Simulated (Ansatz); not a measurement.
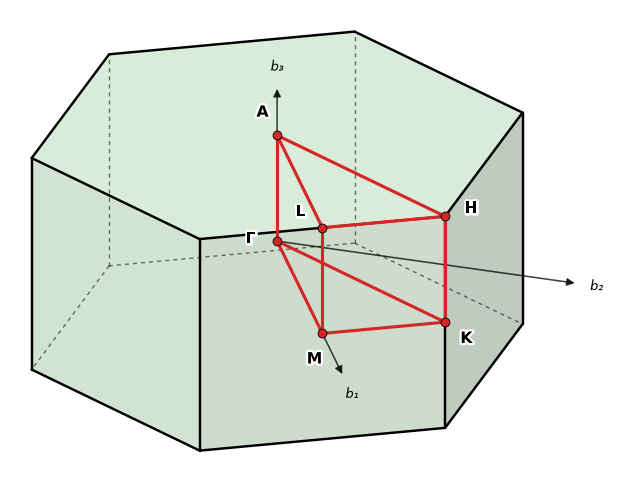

The figure shows the first Brillouin zone with its special points and a band path. Crystal: AlN, the input geometry of an electronic-structure calculation (not necessarily at equilibrium); the starting structure was generated, so it need not be a known form of this composition. The drawing is computed from the coordinates (standard cell, symmetry found to 0.002 Å).

Labels and path follow the convention of Hinuma et al. (2017), as computed by seekpath; the arrows show the directions of the reciprocal primitive vectors b₁, b₂, b₃.

Name the Bravais lattice of the crystal.

A primitive hexagonal lattice (hP; extended symbol hP2). The zone is a hexagonal prism in its combinatorial type: 8 faces (6 with 4 edges, 2 with 6 edges), 18 edges, 12 vertices.

In which order does the conventional band path visit the special points?

Γ–M–K–Γ–A–L–H–A | L–M | H–K
